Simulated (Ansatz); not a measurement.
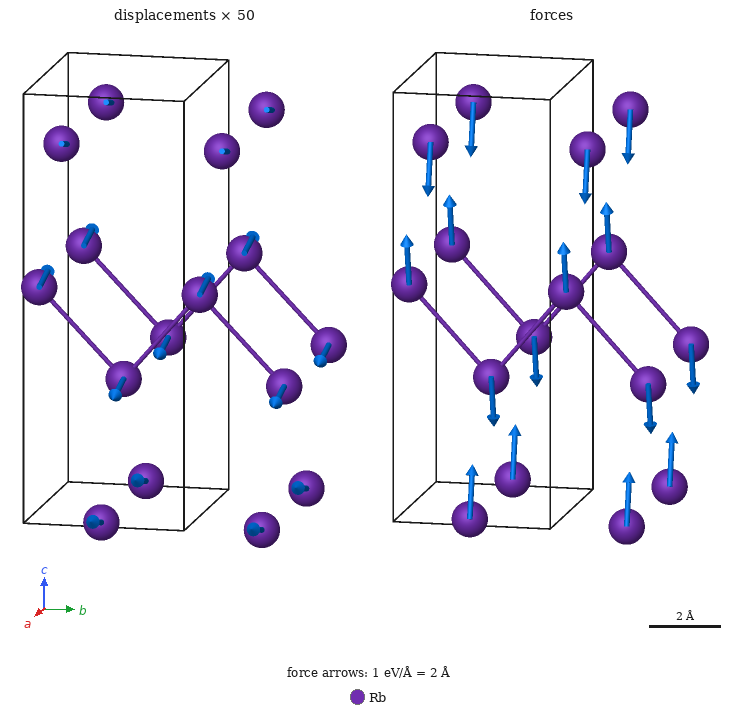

Left: a symmetric starting cell of Rb, with blue arrows for the displacements applied to it (without the part that the change of the cell carries along). Right: the displaced structure with the computed forces. Besides, the cell is strained by −2.2 % along b, −3.8 % along a, none along the third axis (volume −5.9 %). Style: ball-and-stick. Shown: the cell of the calculation, repeated 2 × 2 × 1 with one cell outlined, slightly off an axis.

These are results of DFT PBE, scalar-relativistic, plane waves, PAW (Ansatz 0.2.0), not measurements. Set-up: plane-wave cutoff 420 eV; k-point mesh 8 × 10 × 4; occupations gaussian; smearing width 0.1 eV; no spin polarisation.

> How do the forces relate to the distortion?

Atoms are displaced by 0.03 Å relative to the cell. No relaxation follows. The starting cell wasn't computed here and needn't be at equilibrium, so pressure and forces aren't due to the change alone. The pressure is 1.4 GPa (not all of it need come from the change, since the unchanged cell can be under pressure at this level too). The principal stresses (compression positive) are 2.5 GPa along c, 2.1 GPa along b, −0.5 GPa along a. The largest forces, 0.78 eV/Å, act on 4 Rb atoms of the calculation's cell. Among the bonded contacts that change: Rb–Rb 3.563 → 3.528 Å. The space group stays Pnma (No. 62). The forces point largely across the displacements (cosine −0.01).
